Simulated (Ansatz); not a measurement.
**What a change does: geometry relaxation on SnO**

System: SnO (slab, 4 atoms in the cell).
Method of run A: DFT PBE+D3(BJ), scalar-relativistic, plane waves, PAW, PAW set soft_1, no spin polarisation (Ansatz 0.2.0).

The structure derives from an entry of the Crystallography Open Database. Text and figures count atoms from 1; the logs count them from 0 in places.

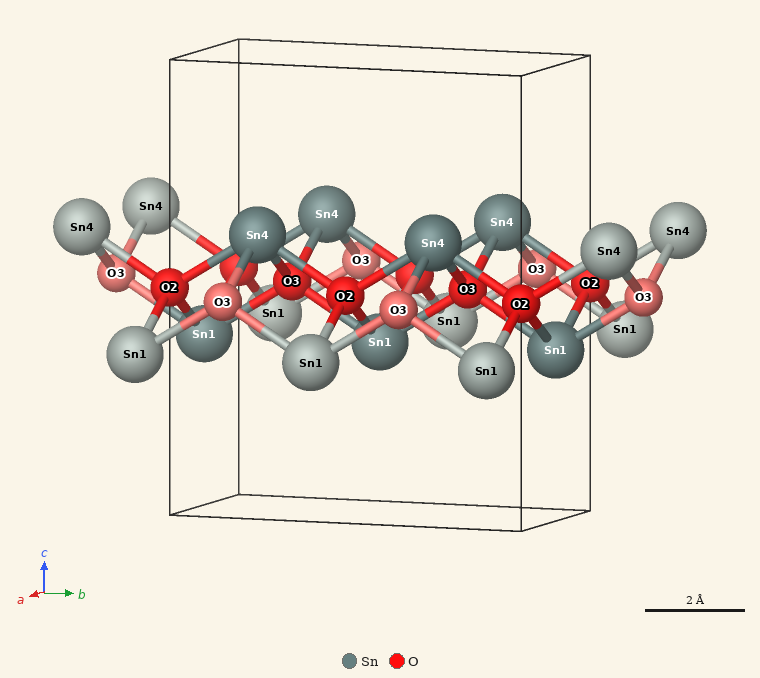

Fig. 1: The starting structure (ball-and-stick view of the 1 × 2 repeat of the cell, with the vacuum cut short, seen slightly off an axis; neighbours outside the cell are drawn fainter; atoms are numbered from 1 in the order of the input). An atom can appear more than once, as a periodic image.

Input, run A:
```yaml
crystal:
  lattice:
    - [3.8363720732, 0.0, 0.0]
    - [0.0, 3.8363720732, 0.0]
    - [0.0, 0.0, 30.6319094627]
  atoms:
    - { symbol: Sn, position: [0.5, 0.0, 0.4621970231] }
    - { symbol: O, position: [0.0, 0.0, 0.5] }
    - { symbol: O, position: [0.5, 0.5, 0.5] }
    - { symbol: Sn, position: [0.0, 0.5, 0.5378029769] }
  periodic: [true, true, false]
basis:
  ecutwfc: 420
kpoints:
  mp_grid: { grid: [6, 6, 1] }
hamiltonian:
  xc: pbe
  pseudopotentials: { kind: paw, azcp: { folder: soft_1 } }
  dispersion: d3bj
scf:
  occupations: { method: gaussian, width: 0.02 }
output:
  forces: true
  stress: true
  eigenvalues: true
relax:
  adjacent_minimum: "off"
  f_tol: 0.005
  max_steps: 80
  cell: { stress_2d_tol: 0.02 }
```

Launched with:
```bash
ansatz run input.yaml --threads 1 --pin off --max-ram 3072MiB --backend cpu --events-out ev --progress --plain --runs-dir out
```

Hardware: 1 thread of AMD EPYC (Zen 5), 32 GiB of memory available, shared host.

Output, shortened to warnings, some set-up lines, iterations and results (run A):
```
Basis set: ecut = 420 eV, 8871 PW (Γ), exchange–correlation on 54×54×432 points (8 copies of the dense FFT grid, shifted against one another)
Symmetry: 16 space group operations
k-points: 10 of 36
Initial density: superposition of atomic densities (neutral atoms: chi_scale 0, normalization atom)
[...]
SCF iter   1: F=—  HF=-13188.016161 eV  |F-HF|=—  |Δ(HF+E_count)|=         —  Δρ=5.56e-2  dr2=1.64e1  ethr=3.10e-3  ⟨swp⟩=10.2  Hψ=1476  notcnv=0
SCF iter   2: F=—  HF=-13186.205076 eV  |F-HF|=—  |Δ(HF+E_count)|=    1.81e0  Δρ=5.30e-2  dr2=1.17e1  ethr=3.10e-3  ⟨swp⟩=6.2  Hψ=851  notcnv=0
SCF iter   3: F=—  HF=-13184.035273 eV  |F-HF|=—  |Δ(HF+E_count)|=    2.17e0  Δρ=8.67e-3  dr2=3.76e-1  ethr=3.10e-3  ⟨swp⟩=5.6  Hψ=736  notcnv=0
SCF iter   4: F=—  HF=-13183.992188 eV  |F-HF|=—  |Δ(HF+E_count)|=   4.31e-2  Δρ=3.67e-3  dr2=9.21e-2  ethr=9.40e-4  ⟨swp⟩=3.5  Hψ=484  notcnv=0
SCF iter   5: F=—  HF=-13183.978112 eV  |F-HF|=—  |Δ(HF+E_count)|=   1.41e-2  Δρ=1.28e-3  dr2=1.38e-2  ethr=2.30e-4  ⟨swp⟩=3.5  Hψ=402  notcnv=0
[... 45 lines ...]
SCF iter   5: F=—  HF=-13183.982842 eV  |F-HF|=—  |Δ(HF+E_count)|=   1.95e-9  Δρ=4.43e-7  dr2=3.99e-10  ethr=3.20e-11  ⟨swp⟩=3.0  Hψ=385  notcnv=0
SCF iter   6: F=—  HF=-13183.982842 eV  |F-HF|=—  |Δ(HF+E_count)|=  2.73e-11  Δρ=9.34e-8  dr2=1.74e-11  ethr=1.00e-12  ⟨swp⟩=3.3  Hψ=563  notcnv=0
SCF iter   7: F=-13183.982842 eV  HF=-13183.982842 eV  |F-HF|=5.64e-11  |Δ(HF+E_count)|=  1.09e-11  Δρ=2.64e-8  dr2=2.13e-12  ethr=1.00e-12  ⟨swp⟩=11.0  Hψ=1702  notcnv=0
SCF 6 converged in 7 iterations: F = -13183.982842 eV  dr2 = 2.13e-12
relax step   6: F+E_penalty+E_count = -13183.98284233 eV  Δ(F+E_penalty+E_count) = +6.868e-4 eV  max|allowed force component| = 9.286e-5 eV/Å  Δτ_max = 0.0000 Å  P = -0.013 …
basis re-selected at this cell: Δ(F+E_penalty+E_count) = +6.868e-4 eV, ΔP = -0.010 N/m vs the last step (what re-selecting the basis moved, of the pressure what is left beyond the Pulay correction that the steps carried, after the strain that the cell walked since its last selection, with what the …
SCF converged after 7 iterations
Free energy (F): -13183.982842 eV
Harris-Foulkes:  -13183.982842 eV  (|F-HF|=5.64e-11)
Internal energy: -13183.982842 eV  (E = F + TS)
E sigma→0 (E₀):  -13183.982842 eV
Fermi energy:    -3.847472 eV
--- Per-component energies (eV) ---
  E_band       = -741.535059
  E_kinetic    = 670.834793
  E_local      = -66431.101049  (includes V_loc(G=0)·N_el)
  E_nonlocal   = 394.991070
  E_hartree    = 32848.480832
  E_xc         = -393.972736
  E_vxc        = -341.600142  (∫ρ·V_xc dr)
  E_paw        = -9063.102620  (= ΣΔE_a)
  E_vpaw       = -731.623478  (= ΣTr[D̂ρ^β])
  E_aug_tail   = 0.002091  (compensation charges beyond the density's cutoff)
  E_ewald      = 28790.433222
  E_disp       = -0.548445  (pairwise vdW)
  E_smearing   = -0.000000  (= −TS)
  E_closure    = 0.000000  (closes the sum)
  Σ components = -13183.982842   (vs F -13183.982842, Δ=0.00e0)
--- Forces (eV/Å), atoms counted from 1 ---
  atom   1  Sn     0.00000000     0.00000000     0.00009286
  atom   2  O      0.00000000     0.00000000     0.00000000
  atom   3  O      0.00000000     0.00000000     0.00000000
  atom   4  Sn     0.00000000     0.00000000    -0.00009286
  max |Σ_I F_I| component: 0.00e0 eV/Å
--- 2D stress c σ (N/m, compression-positive) ---
       -0.013075       0.000000       0.000000
        0.000000      -0.013075       0.000000
        0.000000       0.000000       0.000000
  P = ½ c Tr σ = -0.0131 N/m
  ° read free of the cell's end (the report's vacuum.weakly_bound_levels)
--- Relaxed structure (5 steps of the walk, 4 accepted, 1 SCFs on fresh bases) ---
  F+E_penalty+E_count = -13183.98284233 eV   max|allowed force component| = 9.286e-5 eV/Å   (the final SCF, on the basis selected at the relaxed cell)
  cell:  # Å, volume = 447.0331 Å³
    - [3.8201712201105034, -2.0476150065513505e-34, 0.0]
    - [-2.0476150065513505e-34, 3.8201712201105034, 0.0]
    - [0.0, 0.0, 30.6319094627]
  atoms:
    - { symbol: Sn, position: [0.5, -1.9610099598570462e-37, 0.46142853257118865] }
[...]
```

The input of run B differs as follows (lines with − go, lines with + come):
```diff
-    - { symbol: Sn, position: [0.5, 0.0, 0.4621970231] }
-    - { symbol: O, position: [0.0, 0.0, 0.5] }
-    - { symbol: O, position: [0.5, 0.5, 0.5] }
-    - { symbol: Sn, position: [0.0, 0.5, 0.5378029769] }
+    - { symbol: Sn, position: [0.5, 0.0, 0.4621970231], spin: 3.0 }
+    - { symbol: O, position: [0.0, 0.0, 0.5], spin: 2.0 }
+    - { symbol: O, position: [0.5, 0.5, 0.5], spin: 1.0 }
+    - { symbol: Sn, position: [0.0, 0.5, 0.5378029769], spin: 2.0 }
-  mp_grid: { grid: [6, 6, 1] }
+  mp_grid: { grid: [6, 6, 1], shift: [0.5, 0.5, 0.0] }
+magnetization:
+  spin_polarized: true
```

Predict how the results change.

With the same functional and potentials, run B lies 0.02 meV per atom higher (other lines of the input change too). The gap on the mesh goes from 3.11 to 3.07 eV. With spin allowed, the absolute moment of the cell comes to 0.00 μB. The SCF takes 63 iterations over all geometry steps against 43. The irreducible k-points go from 10 to 9. On the same kind of shared host run B took about 3.9 times as long.

Output, shortened to warnings, some set-up lines, iterations and results (run B):
```
WARN: the starting moments were not kept: the SCF closed with an absolute magnetisation of 2.3e-6 μB, where they sum to 8 μB in size (4 sites). That is at most 0.1 of that sum. Measured as dr2_m measures the in/out step, that magnetisation stands 1.4e-12 eV from none, at or under the dr2_threshold of 1.0e-7 eV: it is no larger than a step whose dr2_m would equal this threshold. The system may …
Basis set: ecut = 420 eV, 8871 PW (Γ), exchange–correlation on 54×54×432 points (8 copies of the dense FFT grid, shifted against one another)
Symmetry: 4 space group operations
k-points: 9 of 36
Initial density: superposition of atomic densities (neutral atoms: chi_scale 0, normalization atom)
[...]
SCF iter   1: F=—  HF=-13184.324977 eV  |F-HF|=—  |Δ(HF+E_count)|=         —  Δρ=7.00e-2 (↑4.71e-2 ↓7.00e-2)  dr2=1.60e1  dr2_m=1.16e1  M=0.000 μB ∫|m|=0.559 μB  β_m=0.30  …
SCF iter   2: F=—  HF=-13182.364353 eV  |F-HF|=—  |Δ(HF+E_count)|=    1.96e0  Δρ=3.91e-2 (↑3.91e-2 ↓3.70e-2)  dr2=6.79e-1  dr2_m=5.76e0  M=0.000 μB ∫|m|=0.525 μB  β_m=0.30  …
SCF iter   3: F=—  HF=-13183.121687 eV  |F-HF|=—  |Δ(HF+E_count)|=   7.57e-1  Δρ=2.73e-2 (↑2.73e-2 ↓2.68e-2)  dr2=2.81e-1  dr2_m=2.93e0  M=0.000 μB ∫|m|=0.420 μB  β_m=0.30  …
SCF iter   4: F=—  HF=-13183.535946 eV  |F-HF|=—  |Δ(HF+E_count)|=   4.14e-1  Δρ=1.94e-2 (↑1.94e-2 ↓1.90e-2)  dr2=3.46e-2  dr2_m=1.51e0  M=0.000 μB ∫|m|=0.314 μB  β_m=0.30  …
SCF iter   5: F=—  HF=-13183.744175 eV  |F-HF|=—  |Δ(HF+E_count)|=   2.08e-1  Δρ=1.38e-2 (↑1.37e-2 ↓1.38e-2)  dr2=1.63e-2  dr2_m=7.78e-1  M=0.000 μB ∫|m|=0.254 μB  β_m=0.30  …
[... 65 lines ...]
SCF iter   6: F=—  HF=-13183.982780 eV  |F-HF|=—  |Δ(HF+E_count)|=  5.91e-10  Δρ=9.55e-8 (↑9.24e-8 ↓9.55e-8)  dr2=1.38e-10  dr2_m=1.66e-14  M=0.000 μB ∫|m|=0.000 μB  β_m=0.50 …
SCF iter   7: F=—  HF=-13183.982780 eV  |F-HF|=—  |Δ(HF+E_count)|=  1.44e-10  Δρ=2.50e-8 (↑2.50e-8 ↓2.47e-8)  dr2=5.34e-12  dr2_m=1.16e-14  M=0.000 μB ∫|m|=0.000 μB  β_m=0.59 …
SCF iter   8: F=-13183.982780 eV  HF=-13183.982780 eV  |F-HF|=1.00e-10  |Δ(HF+E_count)|=  4.00e-11  Δρ=1.69e-8 (↑1.69e-8 ↓1.56e-8)  dr2=3.53e-12  dr2_m=2.38e-15  M=0.000 μB …
SCF 6 converged in 8 iterations: F = -13183.982780 eV  dr2 = 3.53e-12
relax step   6: F+E_penalty+E_count = -13183.98278048 eV  Δ(F+E_penalty+E_count) = +7.354e-4 eV  max|allowed force component| = 1.087e-4 eV/Å  Δτ_max = 0.0000 Å  P = -0.013 …
basis re-selected at this cell: Δ(F+E_penalty+E_count) = +7.354e-4 eV, ΔP = -0.011 N/m vs the last step (what re-selecting the basis moved, of the pressure what is left beyond the Pulay correction that the steps carried, after the strain that the cell walked since its last selection, with what the …
SCF converged after 8 iterations
Magnetization: 0.0000 μB (20.0000 up, 20.0000 down)
Absolute magnetization: 0.0000 μB (∫|ρ↑−ρ↓|, with the PAW one-centre terms)
Spin contamination: 0.0000 ħ² per cell (⟨S²⟩ above its minimum at these occupations)
Per-site moments (μB) at R_I (Å): [(7.774678056550937e-10, 0.9264694990931249), (6.392636694392388e-9, 0.9264692316596339), (-1.1907649693443942e-8, 0.9264692312305667), (5.357746080302301e-10, 0.9264692312305667)]
Free energy (F): -13183.982780 eV
Harris-Foulkes:  -13183.982780 eV  (|F-HF|=1.00e-10)
Internal energy: -13183.982780 eV  (E = F + TS)
E sigma→0 (E₀):  -13183.982780 eV
Fermi energy:    -3.878784 eV
--- Per-component energies (eV) ---
  E_band       = -741.529273
  E_kinetic    = 670.834939
  E_local      = -66429.882882  (includes V_loc(G=0)·N_el)
  E_nonlocal   = 394.990760
  E_hartree    = 32847.874455
  E_xc         = -393.972993
  E_vxc        = -341.600417  (∫ρ·V_xc dr)
  E_paw        = -9063.102056  (= ΣΔE_a)
  E_vpaw       = -731.622686  (= ΣTr[D̂ρ^β])
  E_aug_tail   = 0.002091  (compensation charges beyond the density's cutoff)
  E_ewald      = 28789.821339
  E_disp       = -0.548434  (pairwise vdW)
  E_smearing   = -0.000000  (= −TS)
  E_closure    = 0.000000  (closes the sum)
  Σ components = -13183.982780   (vs F -13183.982780, Δ=0.00e0)
--- Forces (eV/Å), atoms counted from 1 ---
  atom   1  Sn     0.00000000     0.00000000     0.00010864
  atom   2  O      0.00000000     0.00000000    -0.00000881
  atom   3  O      0.00000000     0.00000000    -0.00000881
  atom   4  Sn     0.00000000     0.00000000    -0.00009119
  max |Σ_I F_I| component: 1.70e-7 eV/Å
--- 2D stress c σ (N/m, compression-positive) ---
       -0.013182       0.000000       0.000000
        0.000000      -0.013182       0.000000
        0.000000       0.000000       0.000000
  P = ½ c Tr σ = -0.0132 N/m
  ° read free of the cell's end (the report's vacuum.weakly_bound_levels)
[...]
```

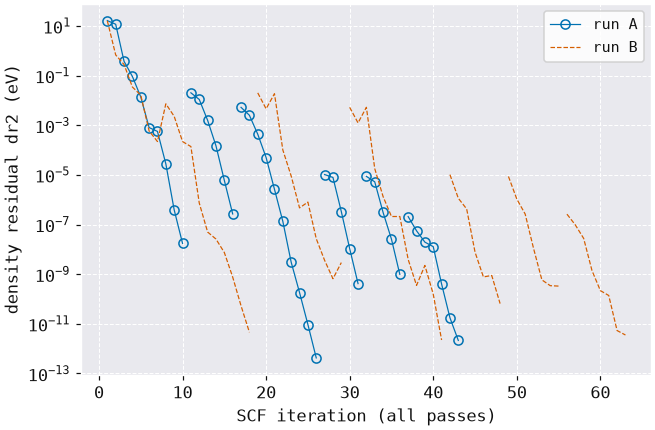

Fig. 2: Convergence of the two runs: density residual dr2 against the SCF iteration. A break in a curve parts two SCF passes. Run A takes 43 iterations in all, and run B takes 63.

The two runs side by side:

| quantity | run A | run B |
| --- | --- | --- |
| outcome | converged | converged |
| free energy per atom (eV) | −3295.9957 | −3295.9957 |
| gap on the mesh (eV) | 3.11 | 3.07 |
| work function (eV) | 3.85 | – |
| largest force (eV/Å) | 0.000 | 0.000 |
| SCF iterations | 43 | 63 |
| irreducible k-points | 10 | 9 |
| net moment of the cell (μB) | – | 0.00 |
| absolute moment of the cell (μB) | – | 0.00 |
| wall time (shared host) | 18 s | 71 s |

For run B: Warnings: some starting moments were not kept.
